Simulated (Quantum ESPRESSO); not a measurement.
Li: relaxation of cell and atoms (part 1 of 2)

The run: relaxation of cell and atoms of Li (Im-3m, 1 atom in the cell). Method and program: Kohn-Sham DFT of a periodic cell, SCAN, SG15 PBE 1.2, no spin polarisation (Quantum ESPRESSO 7.5).

The structure derives from an entry of the Crystallography Open Database.

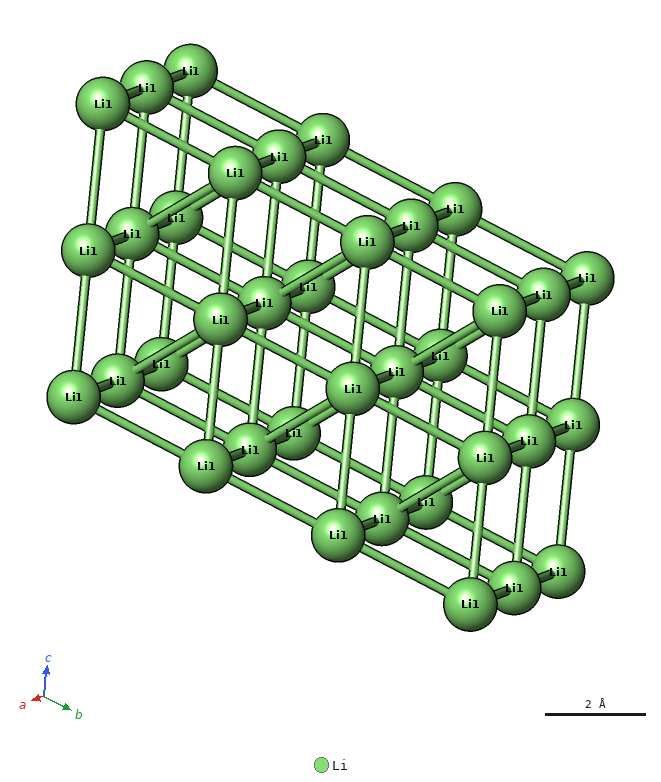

Fig. 1: The structure as given in the input (ball-and-stick view of the cell of the calculation, repeated 2 × 3 × 2, seen slightly off an axis; atoms are numbered from 1 in the order of the input). An atom can appear more than once, as a periodic image. Near neighbours in the periodic cell (some may lie outside the picture): Li has 8 Li at 3.04 Å.

Input file
```
&CONTROL
  calculation = 'vc-relax'
  prefix = 'pwscf'
  outdir = './tmp'
  pseudo_dir = './pseudo'
  tprnfor = .true.
  tstress = .true.
  disk_io = 'low'
  nstep = 40
  forc_conv_thr = 0.0004
  etot_conv_thr = 1d-05
/
&SYSTEM
  ibrav = 0
  nat = 1
  ntyp = 1
  ecutwfc = 70
  nbnd = 6
  input_dft = 'scan'
  occupations = 'smearing'
  smearing = 'fd'
  degauss = 0.00367493
  nosym = .true.
/
&ELECTRONS
  conv_thr = 1d-08
  electron_maxstep = 120
  mixing_beta = 0.5
/
&IONS
  ion_dynamics = 'bfgs'
/
&CELL
  cell_dynamics = 'bfgs'
  press = 0
  press_conv_thr = 0.3
/
ATOMIC_SPECIES
Li     6.9400 Li_ONCV_PBE-1.2.upf
CELL_PARAMETERS bohr
  -3.3158079446    3.3158079446    3.3158079446
   3.3158079446   -3.3158079446    3.3158079446
   3.3158079446    3.3158079446   -3.3158079446
ATOMIC_POSITIONS bohr
Li     0.0000000000    0.0000000000    0.0000000000
K_POINTS automatic
8 8 8 0 0 0
```

Machine: 1 thread of Arm Neoverse V1, 24 GiB of memory available, shared host.

Command:
```bash
OMP_NUM_THREADS=1 pw.x -in pw.in > pw.out
```

The program's output
```
This program is part of the open-source Quantum ESPRESSO suite
     for quantum simulation of materials; please cite
         "P. Giannozzi et al., J. Phys.:Condens. Matter 21 395502 (2009);
         "P. Giannozzi et al., J. Phys.:Condens. Matter 29 465901 (2017);
         "P. Giannozzi et al., J. Chem. Phys. 152 154105 (2020);
          URL
     in publications or presentations arising from this work. More details at

     IMPORTANT: XC functional enforced from input :
     Exchange-correlation= SCAN
                           (   0   0   0   0   0 263 267)
     Any further DFT definition will be discarded
     Please, verify this is what you really want

     G-vector sticks info
     --------------------
     sticks:   dense  smooth     PW     G-vecs:    dense   smooth      PW
     Sum         693     693    249                11489    11489    2491

     Using Slab Decomposition

     bravais-lattice index     =            0
     lattice parameter (alat)  =       5.7431  a.u.
     unit-cell volume          =     145.8237 (a.u.)^3
     number of atoms/cell      =            1
     number of atomic types    =            1
     number of electrons       =         3.00
     number of Kohn-Sham states=            6
     kinetic-energy cutoff     =      70.0000  Ry
     charge density cutoff     =     280.0000  Ry
     scf convergence threshold =      1.0E-08
     mixing beta               =       0.5000
     number of iterations used =            8  plain     mixing
     energy convergence thresh.=      1.0E-05
     force convergence thresh. =      4.0E-04
     press convergence thresh. =      3.0E-01
     Exchange-correlation= SCAN
                           (   0   0   0   0   0 263 267)
     nstep                     =           40

     celldm(1)=   5.743148  celldm(2)=   0.000000  celldm(3)=   0.000000
     celldm(4)=   0.000000  celldm(5)=   0.000000  celldm(6)=   0.000000

     crystal axes: (cart. coord. in units of alat)
               a(1) = (  -0.577350   0.577350   0.577350 )
               a(2) = (   0.577350  -0.577350   0.577350 )
               a(3) = (   0.577350   0.577350  -0.577350 )

     reciprocal axes: (cart. coord. in units 2 pi/alat)
               b(1) = ( -0.000000  0.866025  0.866025 )
               b(2) = (  0.866025 -0.000000  0.866025 )
               b(3) = (  0.866025  0.866025  0.000000 )

     PseudoPot. # 1 for Li read from file:
     Li_ONCV_PBE-1.2.upf
     Pseudo is Norm-conserving, Zval =  3.0
     Generated using ONCVPSP code by D. R. Hamann
     Using radial grid of  602 points,  4 beta functions with:
                l(1) =   0
                l(2) =   0
                l(3) =   1
                l(4) =   1

     atomic species   valence    mass     pseudopotential
     Li                3.00     6.94000     Li( 1.00)

     No symmetry found

   Cartesian axes

     site n.     atom                  positions (alat units)
         1        Li     tau(   1) = (   0.0000000   0.0000000   0.0000000  )

     number of k points=   260  Fermi-Dirac smearing, width (Ry)=  0.0037

     Number of k-points >= 100: set verbosity='high' to print them.

     Dense  grid:    11489 G-vectors     FFT dimensions: (  32,  32,  32)

     WARNING: libxc functional with ID  263 depends
      on external parameters: check the user_guide of
      QE if you need to modify them or to check their
      default values.

     Initial potential from superposition of free atoms

     starting charge       2.8872, renormalised to       3.0000
     Starting wfcs are random

     Self-consistent Calculation

     iteration #  1     ecut=    70.00 Ry     beta= 0.50
     Davidson diagonalization with overlap
     ethr =  1.00E-02,  avg # of iterations =  6.7

     total energy              =     -14.23485803 Ry
     estimated scf accuracy    <      18.87893610 Ry

     iteration #  2     ecut=    70.00 Ry     beta= 0.50
     Davidson diagonalization with overlap
     ethr =  1.00E-02,  avg # of iterations =  1.0

     total energy              =     -14.28028905 Ry
     estimated scf accuracy    <       4.45328053 Ry

     iteration #  3     ecut=    70.00 Ry     beta= 0.50
     Davidson diagonalization with overlap
     ethr =  1.00E-02,  avg # of iterations =  1.0

     total energy              =     -14.28128309 Ry
     estimated scf accuracy    <       0.00403058 Ry

     iteration #  4     ecut=    70.00 Ry     beta= 0.50
     Davidson diagonalization with overlap
     ethr =  1.34E-04,  avg # of iterations =  2.3

     total energy              =     -14.28131066 Ry
     estimated scf accuracy    <       0.00026206 Ry

     iteration #  5     ecut=    70.00 Ry     beta= 0.50
     Davidson diagonalization with overlap
     ethr =  8.74E-06,  avg # of iterations =  2.9

     total energy              =     -14.28131285 Ry
     estimated scf accuracy    <       0.00000028 Ry

     iteration #  6     ecut=    70.00 Ry     beta= 0.50
     Davidson diagonalization with overlap
     ethr =  9.36E-09,  avg # of iterations =  2.0

     total energy              =     -14.28131297 Ry
     estimated scf accuracy    <       0.00000036 Ry

     iteration #  7     ecut=    70.00 Ry     beta= 0.50
     Davidson diagonalization with overlap
     ethr =  9.36E-09,  avg # of iterations =  1.0

     total energy              =     -14.28131297 Ry
     estimated scf accuracy    <       0.00000001 Ry

     iteration #  8     ecut=    70.00 Ry     beta= 0.50
     Davidson diagonalization with overlap
     ethr =  3.91E-10,  avg # of iterations =  1.1

     End of self-consistent calculation

     Number of k-points >= 100: set verbosity='high' to print the bands.

     the Fermi energy is     0.8917 ev

!    total energy              =     -14.28131297 Ry
     estimated scf accuracy    <          8.0E-10 Ry
     smearing contrib. (-TS)   =      -0.00052430 Ry
     internal energy E=F+TS    =     -14.28078867 Ry

     The total energy is F=E-TS. E is the sum of the following terms:
     one-electron contribution =      -9.52347118 Ry
     hartree contribution      =       3.46490079 Ry
     xc contribution           =      -3.28328611 Ry
     ewald contribution        =      -4.93893217 Ry

     convergence has been achieved in   8 iterations

     Forces acting on atoms (cartesian axes, Ry/au):

     atom    1 type  1   force =     0.00000000    0.00000000    0.00000000

     Total force =     0.000000     Total SCF correction =     0.000000

     Computing stress (Cartesian axis) and pressure

          total   stress  (Ry/bohr**3)                   (kbar)     P=       -0.65
  -0.00000441   0.00000000  -0.00000000           -0.65        0.00       -0.00
   0.00000000  -0.00000440  -0.00000000            0.00       -0.65       -0.00
  -0.00000000  -0.00000000  -0.00000441           -0.00       -0.00       -0.65

     BFGS Geometry Optimization
     Energy error            =      2.1E-07 Ry
     Gradient error          =      0.0E+00 Ry/Bohr
     Cell gradient error     =      6.5E-01 kbar

     number of scf cycles    =   1
     number of bfgs steps    =   0

     enthalpy           new  =     -14.2813129733 Ry

     new trust radius        =       0.0002662764 bohr
     new conv_thr            =       0.0000000100 Ry

     new unit-cell volume =    145.77551 a.u.^3 (    21.60170 Ang^3 )
     density =      0.53348 g/cm^3

CELL_PARAMETERS (bohr)
  -3.315442344   3.315442867   3.315442650
   3.315442295  -3.315442973   3.315442709
   3.315442441   3.315443071  -3.315442757

ATOMIC_POSITIONS (bohr)
Li               0.0000000000        0.0000000000        0.0000000000

     NEW-OLD atomic charge density approx. for the potential
     New effective cutoffs (rho, wfc):  278.34   70.01

     Self-consistent Calculation

     iteration #  1     ecut=    70.00 Ry     beta= 0.50
     Davidson diagonalization with overlap
     ethr =  1.00E-06,  avg # of iterations =  1.0

     Threshold (ethr) on eigenvalues was too large:
     Diagonalizing with lowered threshold

     Davidson diagonalization with overlap
     ethr =  1.10E-08,  avg # of iterations =  1.0

     total energy              =     -14.28131317 Ry
     estimated scf accuracy    <       0.00000038 Ry

     iteration #  2     ecut=    70.00 Ry     beta= 0.50
     Davidson diagonalization with overlap
     ethr =  1.28E-08,  avg # of iterations =  1.0

     total energy              =     -14.28131318 Ry
     estimated scf accuracy    <       0.00000010 Ry

     iteration #  3     ecut=    70.00 Ry     beta= 0.50
     Davidson diagonalization with overlap
     ethr =  3.27E-09,  avg # of iterations =  1.0

     End of self-consistent calculation

     Number of k-points >= 100: set verbosity='high' to print the bands.

     the Fermi energy is     0.8927 ev

!    total energy              =     -14.28131318 Ry
     estimated scf accuracy    <          1.1E-10 Ry
     smearing contrib. (-TS)   =      -0.00052435 Ry
     internal energy E=F+TS    =     -14.28078882 Ry

     The total energy is F=E-TS. E is the sum of the following terms:
     one-electron contribution =      -9.52264684 Ry
     hartree contribution      =       3.46466643 Ry
     xc contribution           =      -3.28333211 Ry
     ewald contribution        =      -4.93947631 Ry

     convergence has been achieved in   3 iterations

     Forces acting on atoms (cartesian axes, Ry/au):

     atom    1 type  1   force =     0.00000000    0.00000000    0.00000000

     Total force =     0.000000     Total SCF correction =     0.000000

     Computing stress (Cartesian axis) and pressure

          total   stress  (Ry/bohr**3)                   (kbar)     P=       -0.60
  -0.00000406   0.00000000  -0.00000000           -0.60        0.00       -0.00
   0.00000000  -0.00000406  -0.00000000            0.00       -0.60       -0.00
  -0.00000000  -0.00000000  -0.00000406           -0.00       -0.00       -0.60

     Energy error            =      2.0E-07 Ry
     Gradient error          =      0.0E+00 Ry/Bohr
     Cell gradient error     =      6.0E-01 kbar

     number of scf cycles    =   2
     number of bfgs steps    =   1

     enthalpy           old  =     -14.2813129733 Ry
     enthalpy           new  =     -14.2813131774 Ry

     CASE: enthalpy          _new < enthalpy          _old

     WARNING: bfgs curvature condition failed, Theta= 0.869
     new trust radius        =       0.0003993926 bohr
     new conv_thr            =            1.0E-10 Ry

     new unit-cell volume =    145.70321 a.u.^3 (    21.59099 Ang^3 )
     density =      0.53375 g/cm^3

CELL_PARAMETERS (bohr)
  -3.314893963   3.314894822   3.314894463
   3.314893892  -3.314894990   3.314894560
   3.314894116   3.314895143  -3.314894631

ATOMIC_POSITIONS (bohr)
Li               0.0000000000        0.0000000000        0.0000000000

     NEW-OLD atomic charge density approx. for the potential
     New effective cutoffs (rho, wfc):  278.43   70.03

     Self-consistent Calculation

     iteration #  1     ecut=    70.00 Ry     beta= 0.50
     Davidson diagonalization with overlap
     ethr =  1.00E-06,  avg # of iterations =  1.0

     Threshold (ethr) on eigenvalues was too large:
     Diagonalizing with lowered threshold

     Davidson diagonalization with overlap
     ethr =  2.47E-08,  avg # of iterations =  1.0

     total energy              =     -14.28131344 Ry
     estimated scf accuracy    <       0.00000086 Ry

     iteration #  2     ecut=    70.00 Ry     beta= 0.50
     Davidson diagonalization with overlap
     ethr =  2.87E-08,  avg # of iterations =  1.0

     total energy              =     -14.28131345 Ry
     estimated scf accuracy    <       0.00000022 Ry

     iteration #  3     ecut=    70.00 Ry     beta= 0.50
     Davidson diagonalization with overlap
     ethr =  7.35E-09,  avg # of iterations =  1.0

     total energy              =     -14.28131346 Ry
     estimated scf accuracy    <          2.3E-10 Ry

     iteration #  4     ecut=    70.00 Ry     beta= 0.50
     Davidson diagonalization with overlap
     ethr =  7.70E-12,  avg # of iterations =  1.6

     End of self-consistent calculation

     Number of k-points >= 100: set verbosity='high' to print the bands.

     the Fermi energy is     0.8941 ev

!    total energy              =     -14.28131346 Ry
     estimated scf accuracy    <          9.1E-11 Ry
     smearing contrib. (-TS)   =      -0.00052444 Ry
     internal energy E=F+TS    =     -14.28078902 Ry

     The total energy is F=E-TS. E is the sum of the following terms:
     one-electron contribution =      -9.52140954 Ry
     hartree contribution      =       3.46431107 Ry
     xc contribution           =      -3.28339742 Ry
     ewald contribution        =      -4.94029313 Ry

     convergence has been achieved in   4 iterations

     Forces acting on atoms (cartesian axes, Ry/au):

     atom    1 type  1   force =     0.00000000    0.00000000    0.00000000

     Total force =     0.000000     Total SCF correction =     0.000000

     Computing stress (Cartesian axis) and pressure

          total   stress  (Ry/bohr**3)                   (kbar)     P=       -0.54
  -0.00000365   0.00000000  -0.00000000           -0.54        0.00       -0.00
   0.00000000  -0.00000365  -0.00000000            0.00       -0.54       -0.00
  -0.00000000  -0.00000000  -0.00000365           -0.00       -0.00       -0.54

     Energy error            =      2.8E-07 Ry
     Gradient error          =      0.0E+00 Ry/Bohr
     Cell gradient error     =      5.4E-01 kbar

     number of scf cycles    =   3
     number of bfgs steps    =   2

     enthalpy           old  =     -14.2813131774 Ry
     enthalpy           new  =     -14.2813134572 Ry

     CASE: enthalpy          _new < enthalpy          _old

     new trust radius        =       0.0005990395 bohr
     new conv_thr            =            1.0E-10 Ry

     new unit-cell volume =    145.59480 a.u.^3 (    21.57492 Ang^3 )
     density =      0.53415 g/cm^3

CELL_PARAMETERS (bohr)
  -3.314071395   3.314072630   3.314072119
   3.314071293  -3.314072878   3.314072264
   3.314071622   3.314073104  -3.314072366

ATOMIC_POSITIONS (bohr)
Li               0.0000000000        0.0000000000        0.0000000000

     NEW-OLD atomic charge density approx. for the potential
     New effective cutoffs (rho, wfc):  278.57   70.06

     Self-consistent Calculation

     iteration #  1     ecut=    70.00 Ry     beta= 0.50
     Davidson diagonalization with overlap
     ethr =  1.00E-06,  avg # of iterations =  1.0

     Threshold (ethr) on eigenvalues was too large:
     Diagonalizing with lowered threshold

     Davidson diagonalization with overlap
     ethr =  5.56E-08,  avg # of iterations =  1.0

     total energy              =     -14.28131378 Ry
     estimated scf accuracy    <       0.00000193 Ry

     iteration #  2     ecut=    70.00 Ry     beta= 0.50
     Davidson diagonalization with overlap
     ethr =  6.45E-08,  avg # of iterations =  1.0

     total energy              =     -14.28131381 Ry
     estimated scf accuracy    <       0.00000050 Ry

     iteration #  3     ecut=    70.00 Ry     beta= 0.50
     Davidson diagonalization with overlap
     ethr =  1.65E-08,  avg # of iterations =  1.0

     total energy              =     -14.28131382 Ry
     estimated scf accuracy    <          5.3E-10 Ry
```
